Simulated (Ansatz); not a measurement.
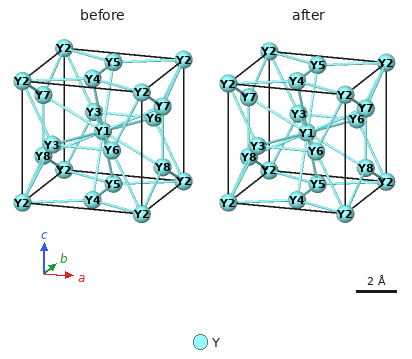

The structure of solid Y (built on the beta-tungsten (A15)_223 type) before (left) and after (right) a relaxation, at one scale.

The picture is a ball-and-stick view of the cell of the calculation, seen slightly off an axis.

Case: beta-tungsten (A15) type (Pm-3n, No. 223).

Theory: DFT PBEsol, scalar-relativistic, plane waves, PAW (Ansatz 0.2.0).

Input
```yaml
crystal:
  lattice:
    - [6.4806448731, 0.0, 0.0]
    - [0.0, 6.4806448731, 0.0]
    - [0.0, 0.0, 6.4806448731]
  atoms:
    - { symbol: "Y", position: [0.5, 0.5, 0.5] }
    - { symbol: "Y", position: [0.0, 0.0, 0.0] }
    - { symbol: "Y", position: [0.25, 0.0, 0.5] }
    - { symbol: "Y", position: [0.5, 0.25, 0.0] }
    - { symbol: "Y", position: [0.5, 0.75, 0.0] }
    - { symbol: "Y", position: [0.75, 0.0, 0.5] }
    - { symbol: "Y", position: [0.0, 0.5, 0.75] }
    - { symbol: "Y", position: [0.0, 0.5, 0.25] }
basis:
  ecutwfc: 420
kpoints:
  mp_grid: { grid: [6, 6, 6] }
hamiltonian:
  xc: pbesol
scf:
  occupations: { method: gaussian, width: 0.1 }
output:
  forces: true
  stress: true
  eigenvalues: true
relax:
  adjacent_minimum: "off"
  f_tol: 0.01
  max_steps: 80
  cell: { stress_tol: 0.05 }
```

Q: Describe what moved and what it gained.

A: The energy falls by 14.7 meV per atom in 1 accepted move (2 points after the start). All forces vanish by symmetry, so only the cell relaxes. Pressure: −2.14 GPa at the start and −0.05 GPa at the end. The SCF was repeated once at an unchanged geometry on a basis and grid sized afresh for the cell, which shifted the energy by less than 0.05 meV per atom at most. The atoms keep their places relative to the cell (all moves are under 0.005 Å). The volume changes by −6.1 %, with a = b = c 6.481 → 6.346 Å (−2.1 %). Among the contacts that change: Y1–Y3 3.623 → 3.548 Å, Y3–Y6 3.240 → 3.173 Å. The space group stays Pm-3n (No. 223). The run took roughly 50 core-seconds on a shared host.
